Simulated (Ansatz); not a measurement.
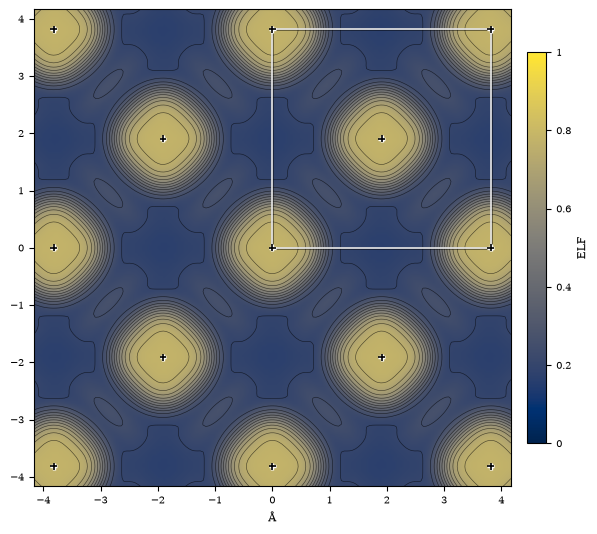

The electron localisation function on a plane through atoms (crosses mark nuclei in the plane).

These are results of DFT, PAW plane waves, r2SCAN (Ansatz 0.2.0), not measurements.

Candidates:
A. Si, a = 5.32 Å, b = 5.32 Å, c = 5.32 Å, α = 90.00°, β = 90.00°, γ = 90.00°. Space group Fd-3m; built by placing these elements on a known structure type; computed pressure about 8 GPa in this cell.
B. Rh, a = 3.82 Å, b = 3.82 Å, c = 3.82 Å, α = 90.00°, β = 90.00°, γ = 90.00°. Space group Fm-3m; built by placing these elements on a known structure type; computed pressure about −3 GPa in this cell; computed without spin polarisation.

Which system is this?

Candidate B: Rh on the (001) plane of the conventional cell, which holds Rh. Rh–Rh (2.70 Å): the ELF is about 0.25 at the midpoint; no localised pair shows between them.
